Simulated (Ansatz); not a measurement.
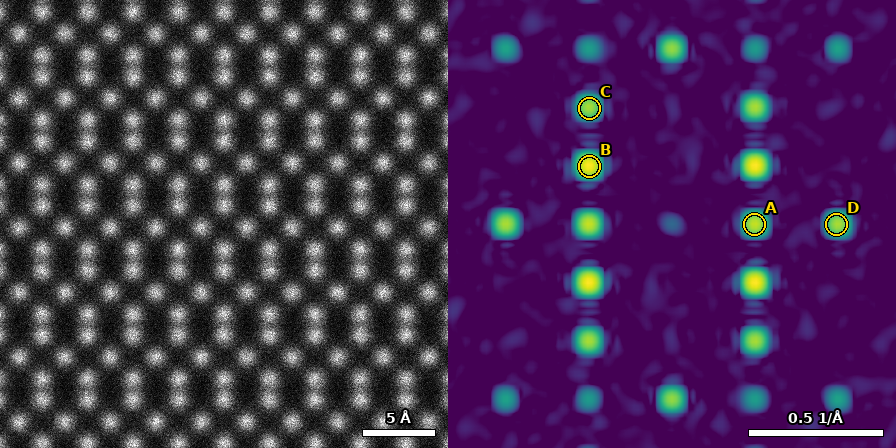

iDPC-like image of Sn (P6/mmm, No. 191) along [100]. Simulated as the projected potential of neutral atoms (B = 0.3 Å²) blurred by a 0.82 Å probe, the thin-sample limit of integrated differential phase contrast. Shot noise was added. Model: the geometry relaxed with DFT, LDA (PW92), plane waves (420 eV) with PAW, scalar-relativistic (Ansatz 0.2.0); the starting structure was generated, so it need not be a known form of this composition.

The right panel is the modulus of the image's Fourier transform on a logarithmic scale.

a = 5.266 Å, b = 5.266 Å, c = 3.206 Å, α = 90.00°, β = 90.00°, γ = 120.00°

Index the marked spots and give their plane spacings (the zone axis points at the viewer; indices equivalent by symmetry, or all signs reversed, are as good).

Answer. A: (001), d = 3.21 Å; B: (0 -1 -1), d = 2.62 Å; C: (0 -2 -1), d = 1.86 Å; D: (002), d = 1.60 Å. A and B enclose 145°, and every spot obeys the zone law hu + kv + lw = 0 for [100].
